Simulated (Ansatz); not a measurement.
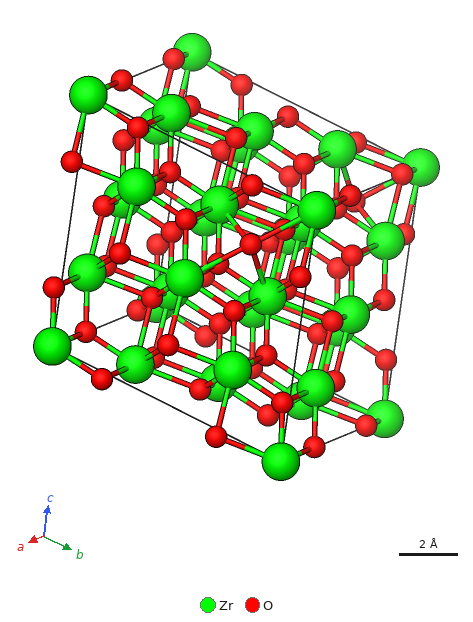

**Figure 1.** The input geometry (ball-and-stick view of the cell of the calculation, seen slightly off an axis).

Zr16O33: geometry relaxation (part 1 of 4)

- system: Zr16O33 (defect cell, 49 atoms in the cell)
- method: DFT, RPBE, plane waves, PAW, Ueff = 1 eV on Zr d, no spin polarisation (Ansatz 0.2.0)

The structure derives from a Materials Project entry.

**Output**
```
Zr: projections on atomic orbitals take those of the free atom [Ar 3d10] 4s2 4p6 4d2 5s2, of charge +0.00 (hamiltonian.pseudopotentials.projection_atoms); the dataset's partial waves leave at most 4.4e-6 of an orbital's norm unspanned inside its sphere
O: projections on atomic orbitals take those of the free atom [He] 2s2 2p4, of charge +0.00 (hamiltonian.pseudopotentials.projection_atoms); the dataset's partial waves leave at most 1.9e-8 of an orbital's norm unspanned inside its sphere
Engine: ansatz 0.2.0, x86_64-unknown-linux-gnu
Pseudopotentials: kind: paw
Pseudopotential: Zr, paw, valence charge 12, recommended cutoff 420 eV (normal), Zr.paw.azcp
Pseudopotential: O, paw, valence charge 6, recommended cutoff 420 eV (normal), O.paw.azcp
Functional definition: RPBE
  parameter kappa = 0.804
  parameter beta = 0.06672455060314922
  exchange = rpbe_x(kappa = kappa, mu = beta*pi^2/3)
  correlation = pbe_c(beta = beta)
Crystal: 49 atoms, lattice volume = 554.092 Å³
Basis set: ecut = 420 eV, 10793 PW (Γ), exchange–correlation on 120×120×120 points (8 copies of the dense FFT grid, shifted against one another)
Bands: 244, of which v1, the nominal top of the filled ones, is band 195 counted from 1 (194 counted from 0)
Symmetry: 8 space group operations
Space group: I-42m (ITA 121), of the structure as read, at distance tolerance 8.2e-5 Å
k-points: 3 of 8 (time reversal used)
Non-local potential: Zr, projectors of the file, l = 0: 3, l = 1: 2, l = 2: 2, l = 3: 2
Non-local potential: O, projectors of the file, l = 0: 2, l = 1: 2, l = 2: 1
PAW form: soft (Blöchl's): semilocal exchange-correlation on the pseudo side does not see the compensation charge
PAW frozen core: Zr, regenerated for the run's functional, and the local potential with it (the file was generated under x = pbe(κ = 0.804, μ = 0.2195149727645171), c = pbe(β = 0.06672455060314922))
PAW frozen core: O, regenerated for the run's functional, and the local potential with it (the file was generated under x = pbe(κ = 0.804, μ = 0.2195149727645171), c = pbe(β = 0.06672455060314922))
PAW one-centre angular grid: Zr, 590 points (default); XC on 64 Gauss nodes
PAW one-centre angular grid: O, 110 points (default); XC on 64 Gauss nodes
Initial density: superposition of atomic densities (chi_scale 0.1, normalization cell, long waves of neutral atoms under a Hubbard term (reshape's long-wave potential 0.18 eV rms, cloud 2.41 Å wide))
Initial wavefunctions: pseudopotential atomic-orbital guess
Functional: x = rpbe, c = pbe(β = 0.06672455060314922)
SCF iter   1: F=—  HF=-85895.709070 eV  |F-HF|=—  |Δ(HF+E_count)|=         —  Δρ=7.02e-2  dr2=2.94e1  ethr=3.10e-3  ⟨swp⟩=4.0  Hψ=2613  notcnv=0  defer=31
preconditioner: auto → Resta (q_TF=auto, 2.573 Å⁻¹)  ε∞=4.1  [insulator: Δε(μ)=0.016 eV  Ē_g=16.867 eV  σ=0.010 eV  W_gap=0.74  n_scr=156 (ndim 8)  ℏωp=29.8 eV  f_vac=0.000  D(μ)=107.22/eV (n_scr^D=1920)  ε∞_Penn≈4.1]
SCF iter   2: F=—  HF=-85893.258567 eV  |F-HF|=—  |Δ(HF+E_count)|=    2.45e0  Δρ=4.81e-2  dr2=9.18e0  ethr=3.10e-3  ⟨swp⟩=2.3  Hψ=1271  notcnv=0  defer=114
SCF iter   3: F=—  HF=-85892.942724 eV  |F-HF|=—  |Δ(HF+E_count)|=   3.16e-1  Δρ=2.60e-2  dr2=3.56e0  ethr=2.35e-3  ⟨swp⟩=2.3  Hψ=1207  notcnv=0  defer=114
SCF iter   4: F=—  HF=-85893.108773 eV  |F-HF|=—  |Δ(HF+E_count)|=   1.66e-1  Δρ=9.21e-3  dr2=5.57e-1  ethr=9.13e-4  ⟨swp⟩=2.0  Hψ=1272  notcnv=0  defer=111
SCF iter   5: F=—  HF=-85893.160887 eV  |F-HF|=—  |Δ(HF+E_count)|=   5.21e-2  Δρ=3.32e-3  dr2=5.23e-2  ethr=1.43e-4  ⟨swp⟩=2.0  Hψ=1176  notcnv=0  defer=111
SCF iter   6: F=—  HF=-85893.226840 eV  |F-HF|=—  |Δ(HF+E_count)|=   6.60e-2  Δρ=1.99e-3  dr2=1.86e-2  ethr=1.34e-5  ⟨swp⟩=3.3  Hψ=1085  notcnv=0  defer=111
SCF iter   7: F=—  HF=-85893.229630 eV  |F-HF|=—  |Δ(HF+E_count)|=   2.79e-3  Δρ=6.14e-4  dr2=1.54e-3  ethr=4.76e-6  ⟨swp⟩=2.0  Hψ=1050  notcnv=0  defer=111
SCF iter   8: F=—  HF=-85893.231113 eV  |F-HF|=—  |Δ(HF+E_count)|=   1.48e-3  Δρ=2.76e-4  dr2=2.44e-4  ethr=3.95e-7  ⟨swp⟩=2.0  Hψ=1161  notcnv=0  defer=111
SCF iter   9: F=—  HF=-85893.231422 eV  |F-HF|=—  |Δ(HF+E_count)|=   3.09e-4  Δρ=1.11e-4  dr2=3.70e-5  ethr=6.26e-8  ⟨swp⟩=2.0  Hψ=1015  notcnv=0  defer=111
SCF iter  10: F=-85893.231458 eV  HF=-85893.231456 eV  |F-HF|=1.28e-6  |Δ(HF+E_count)|=   3.43e-5  Δρ=4.90e-5  dr2=1.02e-5  ethr=4.01e-9  ⟨swp⟩=12.3  Hψ=3379  notcnv=0
SCF 1 converged in 10 iterations: F = -85893.231458 eV  dr2 = 1.02e-5
  greatest PAW one-centre occupation: 0.995 electrons in one spin orbital (limit 2), on the Zr atom at site 7 (counted from 0), in its partial waves of l = 0
relax step   1: F+E_penalty+E_count = -85893.23145772 eV  Δ(F+E_penalty+E_count) = +0.000e0 eV  max|allowed force component| = 2.557e0 eV/Å  Δτ_max = 0.0000 Å  (10 SCF iters, dr2 threshold 1.56e-5 eV, accepted)
Initial density: handed on by an earlier stage of this run
Initial wavefunctions: those handed on with the density
iter 1 solved again at ethr=7.09e-4 eV; its pass at ethr=3.10e-3 eV (dr2=2.76e0 eV) is discarded
SCF iter   1: F=—  HF=-85894.625371 eV  |F-HF|=—  |Δ(HF+E_count)|=         —  Δρ=1.79e-2  dr2=3.09e0  ethr=7.09e-4  ⟨swp⟩=1.0  Hψ=2311  notcnv=0  defer=123
eigensolver tolerance schedule calibrated: the retry pair's looser diagonalisation under-reported the residual by θ = 0.11 (0.17/decade); ethr = c·dr2/N_el runs at the constant in force after the calibration composes with the one it found (an armed cap, an earlier calibration), c = 3.6e-2
preconditioner: auto → Resta (q_TF=auto, 2.573 Å⁻¹)  ε∞=4.2  [insulator: Δε(μ)=0.046 eV  Ē_g=16.699 eV  σ=0.010 eV  W_gap=1.00  n_scr=156 (ndim 8)  ℏωp=29.8 eV  f_vac=0.021  D(μ)=0.53/eV (n_scr^D=0)  ε∞_Penn≈4.2]
SCF iter   2: F=—  HF=-85894.921138 eV  |F-HF|=—  |Δ(HF+E_count)|=   2.96e-1  Δρ=2.37e-2  dr2=3.84e0  ethr=2.89e-4  ⟨swp⟩=5.7  Hψ=1372  notcnv=0  defer=121
preconditioner: auto → LDOS  [insulator: Δε(μ)=0.018 eV  Ē_g=16.721 eV  σ=0.010 eV  W_gap=0.79  n_scr=156 (ndim 8)  ℏωp=29.8 eV  f_vac=0.021  D(μ)=54.49/eV (n_scr^D=690)  ε∞_Penn≈4.2  β→1.0]
SCF iter   3: F=—  HF=-85894.462164 eV  |F-HF|=—  |Δ(HF+E_count)|=   4.59e-1  Δρ=9.95e-3  dr2=4.92e-1  ethr=2.89e-4  ⟨swp⟩=2.3  Hψ=1264  notcnv=0  defer=120
SCF iter   4: F=—  HF=-85894.413313 eV  |F-HF|=—  |Δ(HF+E_count)|=   4.89e-2  Δρ=3.79e-3  dr2=9.88e-2  ethr=4.61e-5  ⟨swp⟩=5.3  Hψ=1059  notcnv=0  defer=122
SCF iter   5: F=—  HF=-85894.410218 eV  |F-HF|=—  |Δ(HF+E_count)|=   3.09e-3  Δρ=2.76e-3  dr2=4.20e-2  ethr=9.24e-6  ⟨swp⟩=3.0  Hψ=1173  notcnv=0  defer=124
SCF iter   6: F=—  HF=-85894.406905 eV  |F-HF|=—  |Δ(HF+E_count)|=   3.31e-3  Δρ=2.25e-3  dr2=1.25e-2  ethr=3.93e-6  ⟨swp⟩=4.7  Hψ=1156  notcnv=0  defer=124
SCF iter   7: F=—  HF=-85894.406452 eV  |F-HF|=—  |Δ(HF+E_count)|=   4.53e-4  Δρ=1.44e-3  dr2=6.02e-3  ethr=1.17e-6  ⟨swp⟩=2.0  Hψ=1197  notcnv=0  defer=124
SCF iter   8: F=—  HF=-85894.405795 eV  |F-HF|=—  |Δ(HF+E_count)|=   6.57e-4  Δρ=9.53e-4  dr2=2.26e-3  ethr=5.64e-7  ⟨swp⟩=2.3  Hψ=1026  notcnv=0  defer=124
SCF iter   9: F=—  HF=-85894.406618 eV  |F-HF|=—  |Δ(HF+E_count)|=   8.23e-4  Δρ=6.60e-4  dr2=7.82e-4  ethr=2.11e-7  ⟨swp⟩=2.0  Hψ=1142  notcnv=0  defer=124
SCF iter  10: F=—  HF=-85894.407101 eV  |F-HF|=—  |Δ(HF+E_count)|=   4.83e-4  Δρ=4.33e-4  dr2=3.43e-4  ethr=7.31e-8  ⟨swp⟩=2.0  Hψ=1147  notcnv=0  defer=124
SCF iter  11: F=—  HF=-85894.407240 eV  |F-HF|=—  |Δ(HF+E_count)|=   1.39e-4  Δρ=2.26e-4  dr2=8.54e-5  ethr=3.21e-8  ⟨swp⟩=2.0  Hψ=1094  notcnv=0  defer=124
SCF iter  12: F=—  HF=-85894.407322 eV  |F-HF|=—  |Δ(HF+E_count)|=   8.22e-5  Δρ=1.30e-4  dr2=3.08e-5  ethr=7.99e-9  ⟨swp⟩=10.7  Hψ=3125  notcnv=0
SCF iter  13: F=-85894.407339 eV  HF=-85894.407339 eV  |F-HF|=1.80e-7  |Δ(HF+E_count)|=   1.72e-5  Δρ=9.21e-5  dr2=2.04e-5  ethr=2.88e-9  ⟨swp⟩=4.0  Hψ=2028  notcnv=0
SCF 2 converged in 13 iterations: F = -85894.407339 eV  dr2 = 2.04e-5
  greatest PAW one-centre occupation: 0.995 electrons in one spin orbital (limit 2), on the Zr atom at site 4 (counted from 0), in its partial waves of l = 0
relax step   2: F+E_penalty+E_count = -85894.40733925 eV  Δ(F+E_penalty+E_count) = -1.176e0 eV  max|allowed force component| = 6.362e-1 eV/Å  Δτ_max = 0.1955 Å  (13 SCF iters, dr2 threshold 1.00e-4 eV, accepted)
[... from here on the SCF iterations and repeated set-up lines of each step are left out, up to the last step ...]
SCF 3 converged in 13 iterations: F = -85894.511928 eV  dr2 = 9.35e-6
relax step   3: F+E_penalty+E_count = -85894.51192772 eV  Δ(F+E_penalty+E_count) = -1.046e-1 eV  max|allowed force component| = 3.263e-1 eV/Å  Δτ_max = 0.0284 Å  (13 SCF iters, dr2 threshold 2.53e-5 eV, accepted)
SCF 4 converged in 11 iterations: F = -85894.694182 eV  dr2 = 3.93e-6
relax step   4: F+E_penalty+E_count = -85894.69418206 eV  Δ(F+E_penalty+E_count) = -1.823e-1 eV  max|allowed force component| = 4.722e-1 eV/Å  Δτ_max = 0.0987 Å  (11 SCF iters, dr2 threshold 6.65e-6 eV, accepted)
SCF 5 converged in 18 iterations: F = -85894.804081 eV  dr2 = 1.26e-5
relax step   5: F+E_penalty+E_count = -85894.80408075 eV  Δ(F+E_penalty+E_count) = -1.099e-1 eV  max|allowed force component| = 3.157e-1 eV/Å  Δτ_max = 0.1178 Å  (18 SCF iters, dr2 threshold 5.86e-5 eV, accepted)
SCF 6 converged in 17 iterations: F = -85894.898980 eV  dr2 = 8.53e-6
relax step   6: F+E_penalty+E_count = -85894.89898015 eV  Δ(F+E_penalty+E_count) = -9.490e-2 eV  max|allowed force component| = 2.579e-1 eV/Å  Δτ_max = 0.0625 Å  (17 SCF iters, dr2 threshold 4.45e-5 eV, accepted)
SCF 7 converged in 17 iterations: F = -85895.019006 eV  dr2 = 7.09e-6
relax step   7: F+E_penalty+E_count = -85895.01900572 eV  Δ(F+E_penalty+E_count) = -1.200e-1 eV  max|allowed force component| = 1.216e-1 eV/Å  Δτ_max = 0.0741 Å  (17 SCF iters, dr2 threshold 2.97e-5 eV, accepted)
SCF 8 converged in 19 iterations: F = -85895.028769 eV  dr2 = 1.22e-6
relax step   8: F+E_penalty+E_count = -85895.02876865 eV  Δ(F+E_penalty+E_count) = -9.763e-3 eV  max|allowed force component| = 4.559e-2 eV/Å  Δτ_max = 0.0324 Å  (19 SCF iters, dr2 threshold 3.29e-6 eV, accepted)
SCF iter   1: F=—  HF=-85895.034214 eV  |F-HF|=—  |Δ(HF+E_count)|=         —  Δρ=3.18e-3  dr2=6.22e-2  ethr=9.46e-5  ⟨swp⟩=2.0  Hψ=956  notcnv=0  defer=126
preconditioner: auto → LDOS  [insulator: Δε(μ)=0.026 eV  Ē_g=16.732 eV  σ=0.010 eV  W_gap=0.93  n_scr=156 (ndim 8)  ℏωp=29.8 eV  f_vac=0.019  D(μ)=13.84/eV (n_scr^D=86)  ε∞_Penn≈4.2  β→1.0]
SCF iter   2: F=—  HF=-85895.028261 eV  |F-HF|=—  |Δ(HF+E_count)|=   5.95e-3  Δρ=1.83e-3  dr2=2.11e-2  ethr=1.60e-5  ⟨swp⟩=2.0  Hψ=862  notcnv=0  defer=126
SCF iter   3: F=—  HF=-85895.031589 eV  |F-HF|=—  |Δ(HF+E_count)|=   3.33e-3  Δρ=1.89e-3  dr2=1.67e-2  ethr=5.40e-6  ⟨swp⟩=2.0  Hψ=626  notcnv=0  defer=126
SCF iter   4: F=—  HF=-85895.032500 eV  |F-HF|=—  |Δ(HF+E_count)|=   9.11e-4  Δρ=3.87e-4  dr2=5.13e-4  ethr=4.29e-6  ⟨swp⟩=2.0  Hψ=622  notcnv=0  defer=126
SCF iter   5: F=—  HF=-85895.032464 eV  |F-HF|=—  |Δ(HF+E_count)|=   3.52e-5  Δρ=3.06e-4  dr2=4.66e-4  ethr=1.32e-7  ⟨swp⟩=2.3  Hψ=886  notcnv=0  defer=126
SCF iter   6: F=—  HF=-85895.032492 eV  |F-HF|=—  |Δ(HF+E_count)|=   2.74e-5  Δρ=2.52e-4  dr2=2.78e-4  ethr=1.19e-7  ⟨swp⟩=1.0  Hψ=606  notcnv=0  defer=126
SCF iter   7: F=—  HF=-85895.032504 eV  |F-HF|=—  |Δ(HF+E_count)|=   1.22e-5  Δρ=1.93e-4  dr2=1.56e-4  ethr=7.13e-8  ⟨swp⟩=1.0  Hψ=606  notcnv=0  defer=126
SCF iter   8: F=—  HF=-85895.032498 eV  |F-HF|=—  |Δ(HF+E_count)|=   6.27e-6  Δρ=1.54e-4  dr2=1.02e-4  ethr=4.00e-8  ⟨swp⟩=1.0  Hψ=606  notcnv=0  defer=126
SCF iter   9: F=—  HF=-85895.032505 eV  |F-HF|=—  |Δ(HF+E_count)|=   6.82e-6  Δρ=1.06e-4  dr2=2.11e-5  ethr=2.61e-8  ⟨swp⟩=1.0  Hψ=606  notcnv=0  defer=126
SCF iter  10: F=—  HF=-85895.030811 eV  |F-HF|=—  |Δ(HF+E_count)|=   1.69e-3  Δρ=7.88e-5  dr2=1.10e-5  ethr=5.40e-9  ⟨swp⟩=2.0  Hψ=795  notcnv=0  defer=126
SCF iter  11: F=—  HF=-85895.030816 eV  |F-HF|=—  |Δ(HF+E_count)|=   5.37e-6  Δρ=5.71e-5  dr2=5.00e-6  ethr=2.81e-9  ⟨swp⟩=2.0  Hψ=953  notcnv=0  defer=126
SCF iter  12: F=—  HF=-85895.030819 eV  |F-HF|=—  |Δ(HF+E_count)|=   2.44e-6  Δρ=4.34e-5  dr2=3.16e-6  ethr=1.28e-9  ⟨swp⟩=2.0  Hψ=914  notcnv=0  defer=126
SCF iter  13: F=—  HF=-85895.030820 eV  |F-HF|=—  |Δ(HF+E_count)|=   1.60e-6  Δρ=3.28e-5  dr2=1.59e-6  ethr=8.11e-10  ⟨swp⟩=2.0  Hψ=963  notcnv=0  defer=126
SCF iter  14: F=—  HF=-85895.030821 eV  |F-HF|=—  |Δ(HF+E_count)|=   6.33e-7  Δρ=2.57e-5  dr2=1.07e-6  ethr=4.08e-10  ⟨swp⟩=2.0  Hψ=707  notcnv=0  defer=126
SCF iter  15: F=—  HF=-85895.030822 eV  |F-HF|=—  |Δ(HF+E_count)|=   7.05e-7  Δρ=1.80e-5  dr2=1.18e-6  ethr=2.75e-10  ⟨swp⟩=2.0  Hψ=999  notcnv=0  defer=126
SCF iter  16: F=—  HF=-85895.030822 eV  |F-HF|=—  |Δ(HF+E_count)|=   2.44e-7  Δρ=1.54e-5  dr2=8.29e-7  ethr=2.75e-10  ⟨swp⟩=2.0  Hψ=609  notcnv=0  defer=126
SCF iter  17: F=—  HF=-85895.030822 eV  |F-HF|=—  |Δ(HF+E_count)|=   2.11e-7  Δρ=1.77e-5  dr2=8.20e-7  ethr=2.12e-10  ⟨swp⟩=2.0  Hψ=707  notcnv=0  defer=126
SCF iter  18: F=—  HF=-85895.030822 eV  |F-HF|=—  |Δ(HF+E_count)|=   5.73e-9  Δρ=1.38e-5  dr2=4.10e-7  ethr=2.10e-10  ⟨swp⟩=1.0  Hψ=606  notcnv=0  defer=126
SCF iter  19: F=—  HF=-85895.030822 eV  |F-HF|=—  |Δ(HF+E_count)|=   7.65e-8  Δρ=7.84e-6  dr2=1.63e-7  ethr=1.05e-10  ⟨swp⟩=2.0  Hψ=900  notcnv=0  defer=126
SCF iter  20: F=—  HF=-85895.030822 eV  |F-HF|=—  |Δ(HF+E_count)|=   4.02e-8  Δρ=7.44e-6  dr2=1.02e-7  ethr=2.56e-11  ⟨swp⟩=9.0  Hψ=2630  notcnv=0
SCF iter  21: F=-85895.030822 eV  HF=-85895.030822 eV  |F-HF|=7.08e-8  |Δ(HF+E_count)|=   2.50e-8  Δρ=5.96e-6  dr2=6.65e-8  ethr=2.56e-11  ⟨swp⟩=3.0  Hψ=1748  notcnv=0
SCF 9 converged in 21 iterations: F = -85895.030822 eV  dr2 = 6.65e-8
relax step   9: F+E_penalty+E_count = -85895.03082231 eV  Δ(F+E_penalty+E_count) = -2.054e-3 eV  max|allowed force component| = 1.212e-2 eV/Å  Δτ_max = 0.0069 Å  (21 SCF iters, accepted)
```

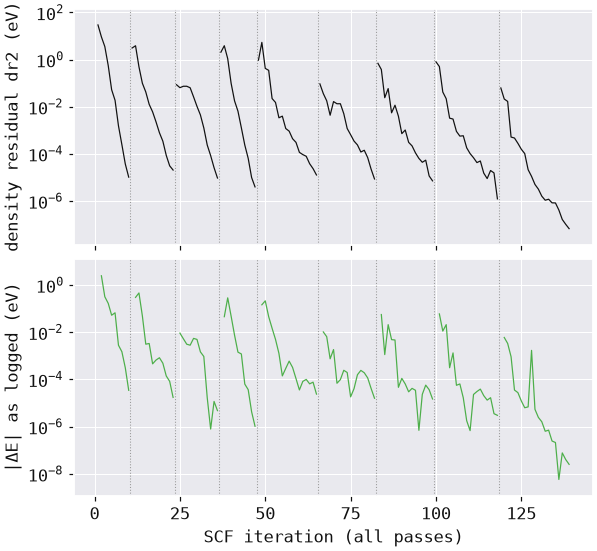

**Figure 2.** Convergence of the self-consistent field: density residual dr2 and size of the energy change against the SCF iteration. The dotted lines part the SCF passes of the relaxation: geometry steps, rejected trials and re-solves on a re-selected basis. The 9 passes take 10 to 21 iterations each, 139 in all.

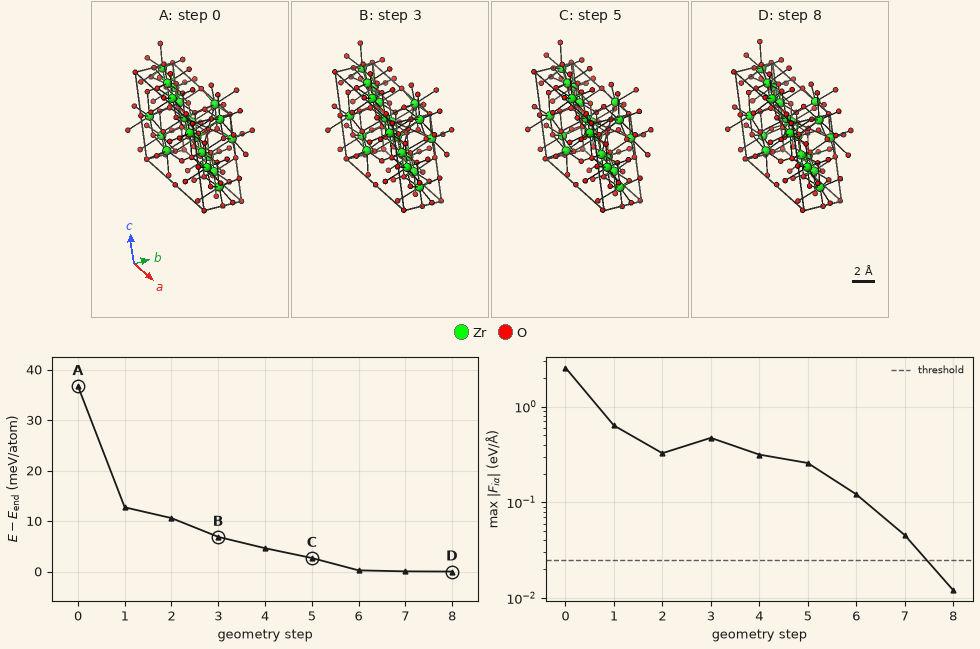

**Figure 3.** Frames of the relaxation (ball-and-stick view of the cell of the calculation (origin shifted), with bonded neighbours outside it, seen slightly off an axis) above the curves, on which the letters mark them (the first geometry is step 0 here and step 1 in the log).

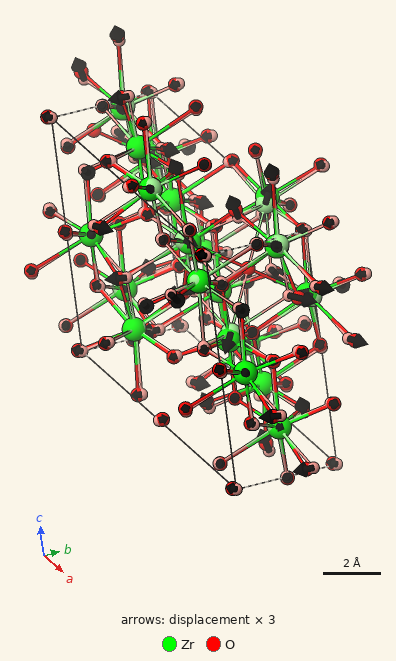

**Figure 4.** Start (faint) and end (solid) with the displacements as black arrows, magnified 3 times (ball-and-stick view of the cell of the calculation (origin shifted), with bonded neighbours outside it, seen slightly off an axis). The largest moves, 0.39 Å, are those of O19, O20, O35 and O38. By element the largest moves are O 0.39 Å, Zr 0.30 Å. The lattice vectors keep their values. Distances before and after: Zr6–O35 2.431 → 2.867 Å, Zr11–O31 2.431 → 2.779 Å, Zr6–O49 2.641 → 2.937 Å, Zr2–O38 2.431 → 2.170 Å. Among the angles that change: O27–Zr6–O28 121.3° → 104.6°, O41–Zr6–O45 121.3° → 136.0°, Zr3–O35–Zr11 109.1° → 123.8°. Over 8 geometry steps the energy falls by 36.7 meV per atom. Largest force component: 2.6 eV/Å at the start, 0.012 eV/Å at the end. (Atoms are counted from 1 in the order of the input.)

```
SCF converged after 21 iterations
Free energy (F): -85895.030822 eV
Harris-Foulkes:  -85895.030822 eV  (|F-HF|=7.08e-8)
Internal energy: -85895.028105 eV  (E = F + TS)
E sigma→0 (E₀):  -85895.029464 eV
Entropy (-TS):   -0.002717 eV (-0.055 meV/atom)
Fermi energy:    11.127703 eV
--- Per-component energies (eV) ---
  E_band       = -1181.919980
  E_kinetic    = 11189.665640
  E_local      = -19267.477168  (includes V_loc(G=0)·N_el)
  E_nonlocal   = 2748.391266
  E_hartree    = 6382.457815
  E_xc         = -5080.803295
  E_vxc        = -6223.228021  (∫ρ·V_xc dr)
  E_hubbard    = 13.246263  (on-site DFT+U / exact-exchange correction)
  E_vhub       = 9.442520  (the Hubbard potential's part of the band-sum identity)
  E_paw        = -52607.975455  (= ΣΔE_a)
  E_vpaw       = -2403.708539  (= ΣTr[D̂ρ^β])
  E_aug_tail   = 0.081410  (compensation charges beyond the density's cutoff)
  E_ewald      = -29270.682802
  E_core_change = -1.931780  (= ΣΔE_core)
  E_smearing   = -0.002717  (= −TS)
  E_closure    = -0.000000  (closes the sum)
  Σ components = -85895.030822   (vs F -85895.030822, Δ=0.00e0)
```
